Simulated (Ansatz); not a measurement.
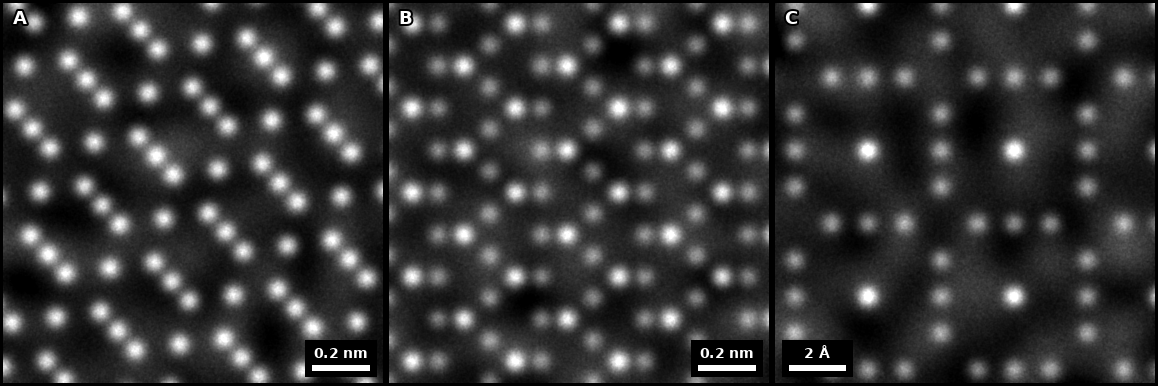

Three views of Al (Pm-3n, No. 223) along different zone axes. The image is simulated as a sum over atoms of Z^1.6, blurred by a 0.56 Å probe (no channelling). The probe carries 25 % of its weight in a tail 2.5 times as wide. Shot noise and the speckle of an amorphous layer were added. Atomic positions: a calculation's starting geometry; the starting structure was generated, so it need not be a known form of this composition.

```
Al
1.0
     5.16803    0.00000    0.00000
     0.00000    5.16803    0.00000
     0.00000    0.00000    5.16803
Al
8
Direct
  0.00000 0.00000 0.00000
  0.50000 0.50000 0.50000
  0.25000 0.00000 0.50000
  0.75000 0.00000 0.50000
  0.50000 0.25000 0.00000
  0.50000 0.75000 0.00000
  0.00000 0.50000 0.25000
  0.00000 0.50000 0.75000
```

### Match the panels to the zone axes [001], [110] and [211].

A is [110]: projected cell 2.58 × 3.65 Å, 90°, plane group p2mm. B is [211]: projected cell 2.98 × 3.65 Å, 90°, plane group p2mg. C is [001]: projected cell 5.17 × 5.17 Å, 90°, plane group p4mm.
